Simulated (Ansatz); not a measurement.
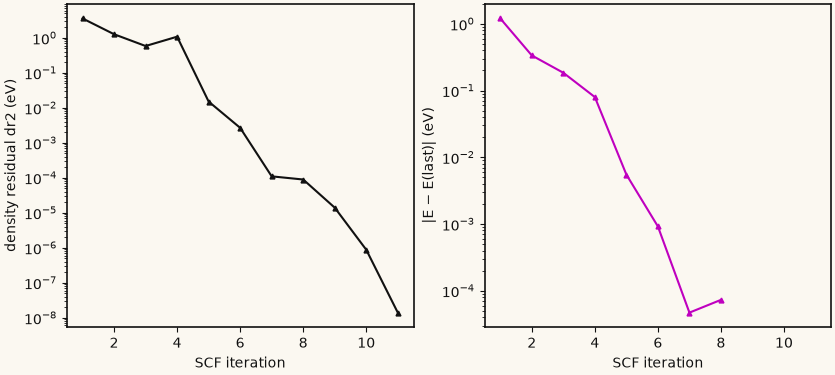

The plot shows the SCF iterations of a calculation: density residual dr2, distance of the Harris–Foulkes energy from its last value. Energy differences below 3 × 10⁻⁶ eV aren't drawn. The starting density is a sum of atomic densities corrected by a trained network.

BaF2 (3 atoms in the cell), run with Ansatz.

```
crystal:
  lattice:
    - [0.0, 5.84221848, 5.84221848]
    - [5.84221848, 0.0, 5.84221848]
    - [5.84221848, 5.84221848, 0.0]
  atoms:
    - { symbol: Ba, position: [0.0, 0.0, 0.0] }
    - { symbol: F, position: [0.75, 0.75, 0.75] }
    - { symbol: F, position: [0.25, 0.25, 0.25] }
basis:
  ecutwfc: 420
kpoints:
  mp_grid: { grid: [6, 6, 6] }
hamiltonian:
  xc: pbe
scf:
  occupations: { method: gaussian, width: 0.02 }
  max_iter: 75
output:
  forces: true
  eigenvalues: true
  stress: true
```

Launched with:
```bash
ansatz run input.yaml --threads 1 --pin off --max-ram 2560MiB --backend cpu --events-out ev --progress --plain --runs-dir out
```

Was self-consistency reached?

Answer. The run converged; it took 11 iterations. The residual falls almost steadily, with no more than small rises or pauses. From the first spectrum the program read the system as an insulator and chose the Resta preconditioner.

What is the residual at the start and at the end?

Answer. It starts near 4 and ends near 10⁻⁸ eV.

Is anything amiss with this input?

Answer. The input holds a fault (a lattice typed in bohr). The SCF closed all the same, which doesn't make the results meaningful for the real system.
